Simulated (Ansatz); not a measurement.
# A series of single points on GaAs

System: GaAs (2 atoms in the cell).
Method: Kohn-Sham DFT of a periodic cell, PBEsol with D3(BJ), Ansatz PAW, no spin polarisation (Ansatz 0.2.0).

The 5 runs differ only in the geometry, by an even scaling of the cell at fixed fractional positions. The structure derives from an entry of the Crystallography Open Database.

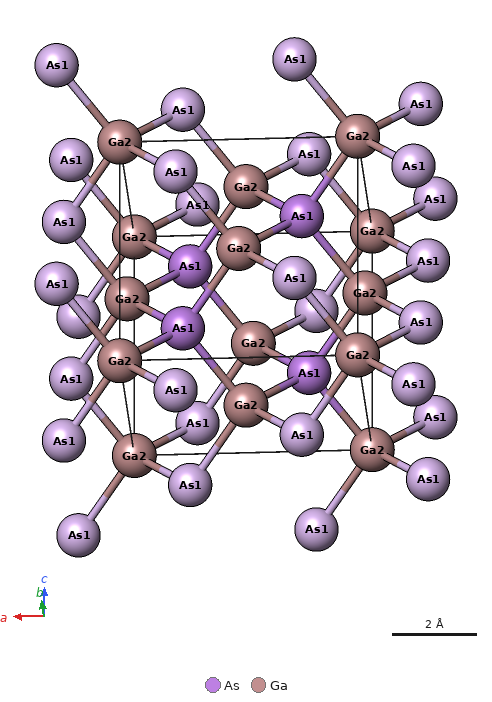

Figure 1. The structure of run 3 (ball-and-stick view of the cell 4 times as large as that of the calculation, set on its symmetry axes, seen at an oblique angle; neighbours outside the cell are drawn fainter; atoms are numbered from 1 in the order of the input).

## Input of run 3
```yaml
crystal:
  lattice:
    - [0.0, 2.8455714065, 2.8455714065]
    - [2.8455714065, 0.0, 2.8455714065]
    - [2.8455714065, 2.8455714065, 0.0]
  atoms:
    - { symbol: As, position: [0.75, 0.75, 0.75] }
    - { symbol: Ga, position: [0.0, 0.0, 0.0] }
hamiltonian:
  xc: pbesol
  pseudopotentials: { kind: paw }
  dispersion: d3bj
kpoints:
  mp_grid: { grid: [8, 8, 8] }
scf:
  occupations: { method: fermi_dirac, width: 0.05 }
output:
  forces: true
  stress: true
  eigenvalues: true
```

Command:
```bash
ansatz run input.yaml --threads 2 --pin off --max-ram 5120MiB --backend cpu --events-out ev --progress --plain --runs-dir out
```

Lattice vectors (Å) and fractional positions of run 3:
```
   0.000000    2.845571    2.845571
   2.845571    0.000000    2.845571
   2.845571    2.845571    0.000000
As  0.750000  0.750000  0.750000
Ga  0.000000  0.000000  0.000000
```

Run 4 differs from it as follows:
```diff
-    - [0.0, 2.8455714065, 2.8455714065]
-    - [2.8455714065, 0.0, 2.8455714065]
-    - [2.8455714065, 2.8455714065, 0.0]
+    - [0.0, 2.8640496607, 2.8640496607]
+    - [2.8640496607, 0.0, 2.8640496607]
+    - [2.8640496607, 2.8640496607, 0.0]
```

## Results, with one run withheld

```csv
run,volume per atom (Å³),"free energy per atom, from the lowest run given (meV)",pressure (GPa),gap on the mesh (eV)
1,21.686,0.00,1.06,0.75
2,22.590,2.71,−1.91,0.44
3,23.041,9.88,−3.15,0.30
4,23.493,?,?,?
5,23.945,33.66,−5.19,0.00
```

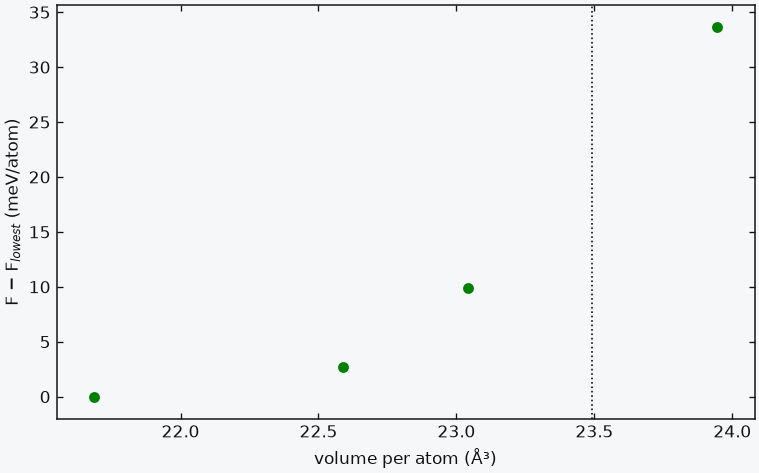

Figure 2. Free energy per atom of the runs given; the dotted line marks run 4.

What should run 4 give?

A quadratic polynomial in V^(−2/3) (the Birch–Murnaghan form), fitted to the 4 runs given, misses them by at most 0.05 meV per atom. With x = V^(−2/3) − 0.12440 Å⁻², it reads F = 5.4838 − 4209.8 x + 6.9173e+05 x² (meV per atom). At run 4 it gives 20.25 meV per atom, and the run itself gives 20.34. The slope of the fit gives a pressure −dF/dV of −4.24 GPa there, and the run prints −4.24 GPa. The fit has its minimum at 21.980 Å³ per atom, where V d²F/dV² gives 72.8 GPa: the bulk modulus at this level, since symmetry fixes the shape and the positions. The gap on the mesh goes, without turning, from 0.75 eV in run 1 to 0.00 eV in run 5; run 4 has 0.15 eV. These are gaps of this functional on this mesh, which can miss the band edges; they aren't the measured gap.

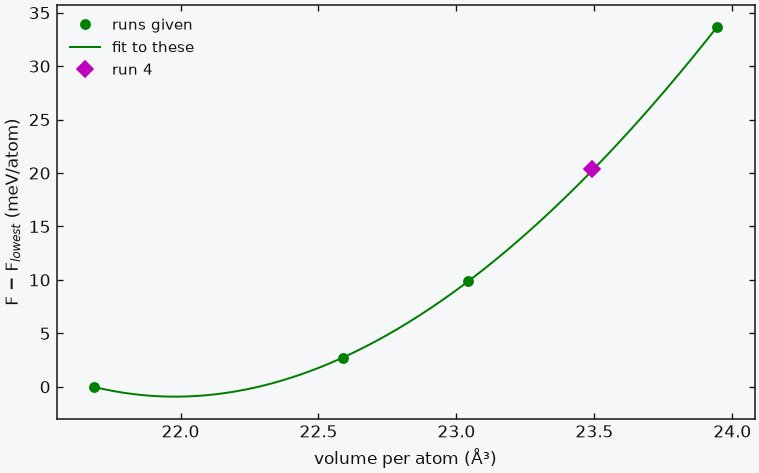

Figure 3. The fit and the withheld run.

## Output, shortened to warnings, some set-up lines, iterations and results (run 4)
```
Basis set: ecut = 420 eV, 941 PW (Γ), exchange–correlation on 60×60×60 points (8 copies of the dense FFT grid, shifted against one another)
Symmetry: 24 space group operations
k-points: 29 of 512 (time reversal used)
Initial density: superposition of atomic densities (neutral atoms: chi_scale 0, normalization atom), corrected by the library's trained network
[...]
SCF iter   1: F=—  HF=-8557.421455 eV  |F-HF|=—  |Δ(HF+E_count)|=         —  Δρ=3.28e-3  dr2=8.40e-3  ethr=1.77e-3  ⟨swp⟩=5.9  Hψ=2527  notcnv=0
SCF iter   2: F=—  HF=-8557.418256 eV  |F-HF|=—  |Δ(HF+E_count)|=   3.20e-3  Δρ=1.16e-3  dr2=6.51e-4  ethr=3.00e-5  ⟨swp⟩=2.1  Hψ=1011  notcnv=0
SCF iter   3: F=—  HF=-8557.418277 eV  |F-HF|=—  |Δ(HF+E_count)|=   2.09e-5  Δρ=4.46e-4  dr2=1.02e-4  ethr=2.33e-6  ⟨swp⟩=2.0  Hψ=784  notcnv=0
SCF iter   4: F=—  HF=-8557.418282 eV  |F-HF|=—  |Δ(HF+E_count)|=   5.00e-6  Δρ=2.06e-4  dr2=1.26e-5  ethr=3.65e-7  ⟨swp⟩=2.0  Hψ=784  notcnv=0
SCF iter   5: F=—  HF=-8557.418289 eV  |F-HF|=—  |Δ(HF+E_count)|=   6.92e-6  Δρ=4.07e-5  dr2=4.50e-7  ethr=4.51e-8  ⟨swp⟩=2.0  Hψ=784  notcnv=0
SCF iter   6: F=-8557.418290 eV  HF=-8557.418290 eV  |F-HF|=5.98e-9  |Δ(HF+E_count)|=   4.49e-7  Δρ=4.15e-6  dr2=5.87e-9  ethr=3.57e-10  ⟨swp⟩=5.1  Hψ=2254  notcnv=0
SCF 1 converged in 6 iterations: F = -8557.418290 eV  dr2 = 5.87e-9
SCF converged after 6 iterations
Free energy (F): -8557.418290 eV
Harris-Foulkes:  -8557.418290 eV  (|F-HF|=5.98e-9)
Internal energy: -8557.417949 eV  (E = F + TS)
E sigma→0 (E₀):  -8557.418119 eV
Entropy (-TS):   -0.000341 eV (-0.170 meV/atom)
Fermi energy:    7.643342 eV
--- Per-component energies (eV) ---
  E_band       = -328.747715
  E_kinetic    = 218.374895
  E_local      = -3975.769964  (includes V_loc(G=0)·N_el)
  E_nonlocal   = -242.271451
  E_hartree    = 1994.232767
  E_xc         = -146.677964
  E_vxc        = -136.688646  (∫ρ·V_xc dr)
  E_paw        = -3742.884023  (= ΣΔE_a)
  E_vpaw       = -180.863120  (= ΣTr[D̂ρ^β])
  E_aug_tail   = -0.000122  (compensation charges beyond the density's cutoff)
  E_ewald      = -2663.675406
  E_disp       = -0.576087  (pairwise vdW)
  E_core_change = 1.829407  (= ΣΔE_core)
  E_smearing   = -0.000341  (= −TS)
  E_closure    = 0.000000  (closes the sum)
  Σ components = -8557.418290   (vs F -8557.418290, Δ=0.00e0)
--- Forces (eV/Å), atoms counted from 1 ---
  atom   1  As     0.00000000    -0.00000000     0.00000000
  atom   2  Ga    -0.00000000     0.00000000     0.00000000
  max |Σ_I F_I| component: 1.85e-16 eV/Å
--- Stress (GPa, compression-positive) ---
       -4.240758      -0.000000      -0.000000
       -0.000000      -4.240758       0.000000
       -0.000000       0.000000      -4.240758
  P = ⅓ Tr σ = -4.2408 GPa (-42.408 kbar)
```
